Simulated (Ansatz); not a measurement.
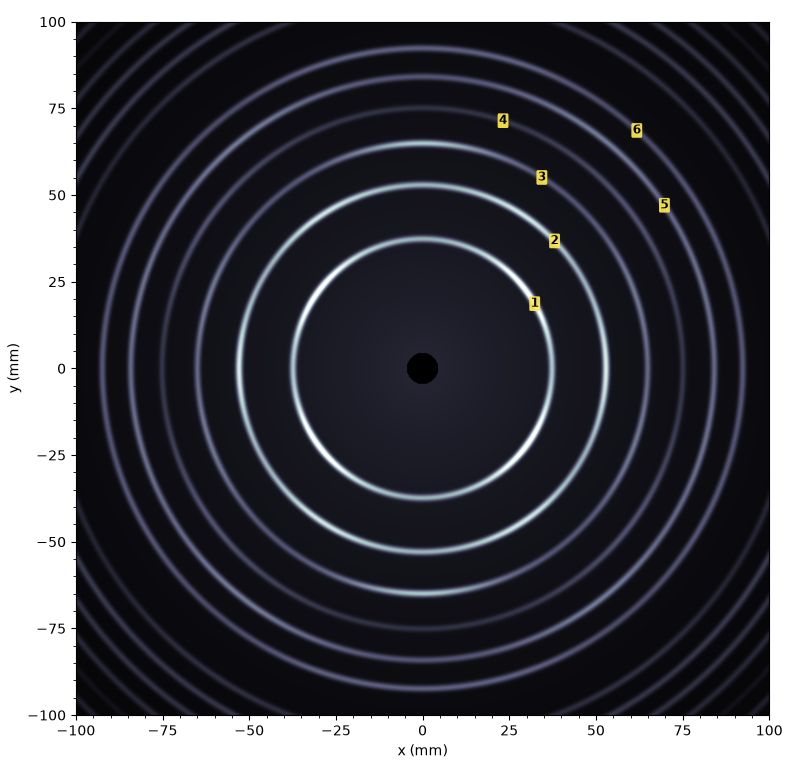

Simulated X-ray powder rings on a flat area detector normal to the beam: λ = 0.1665 Å, sample-to-detector distance 530 mm, axes in mm from the beam centre, beam polarised horizontally, for a sample with fibre texture (March–Dollase model, fibre axis vertical in the picture). Kinematic intensities with B = 0.8 Å² for all atoms, without absorption; brightness goes as intensity to the power 0.5, clipped at the top. Reflections closer than the ring width show as one ring.

The sample is Ni, space group Pm-3m, a = 2.367 Å, b = 2.367 Å, c = 2.367 Å, α = 90.00°, β = 90.00°, γ = 90.00°. Basis of the simulation: the input geometry of an electronic-structure calculation (not necessarily at equilibrium); the starting structure was generated, so it need not be a known form of this composition.

**Measure the numbered rings and index them.**

```tsv
ring	radius	2θ (°)	d (Å)	hkl
1	37.4 mm	4.03	2.37	100
2	52.9 mm	5.70	1.674	110
3	64.9 mm	6.99	1.367	111
4	75.1 mm	8.07	1.183	200
5	84.1 mm	9.02	1.059	210
6	92.4 mm	9.88	0.966	211
```

**Which lattice planes lie preferentially normal to the fibre axis?**

The (1 1 1) planes: ring 3 is concentrated at the top and bottom of the pattern (March parameter 0.45).
